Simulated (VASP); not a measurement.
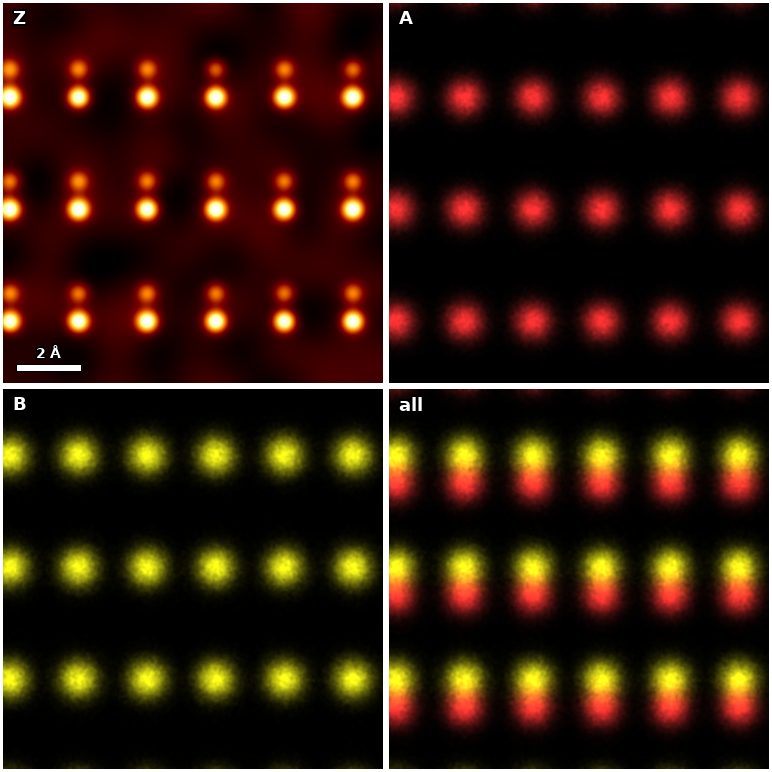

GaSb (F-43m, No. 216) along [211]. Panel Z: Simulation: incoherent imaging, intensity Z^1.7 per atom, probe width 0.52 Å, thin sample. The probe carries 25 % of its weight in a tail 2.5 times as wide. The speckle of an amorphous layer was added. The other panels are simulated element maps (the number of atoms of one element along the beam, blurred by 0.9 Å, with counting noise; each on its own scale, no channelling); the last overlays them. Model: the end point of a relaxation with VASP 6.6.1, VASP Kohn-Sham DFT of a periodic cell, HSE06, VASP PAW PBE potentials, recommended.

```yaml
crystal:
  lattice:
    - [6.12641, 0.00000, 0.00000]
    - [0.00000, 6.12641, 0.00000]
    - [0.00000, 0.00000, 6.12641]
  atoms:
    - { symbol: Sb, position: [0.25000, 0.25000, 0.25000] }
    - { symbol: Ga, position: [0.00000, 0.00000, 0.00000] }
    - { symbol: Sb, position: [0.25000, 0.75000, 0.75000] }
    - { symbol: Ga, position: [0.00000, 0.50000, 0.50000] }
    - { symbol: Sb, position: [0.75000, 0.25000, 0.75000] }
    - { symbol: Ga, position: [0.50000, 0.00000, 0.50000] }
    - { symbol: Sb, position: [0.75000, 0.75000, 0.25000] }
    - { symbol: Ga, position: [0.50000, 0.50000, 0.00000] }
```

Question: Which element does each lettered map show?

Answer: A: Sb, B: Ga. The projected cell (2.17 × 3.54 Å, 90°) holds 2 columns: 1 of Sb and 1 of Ga. No column is shared by two of the mapped elements.
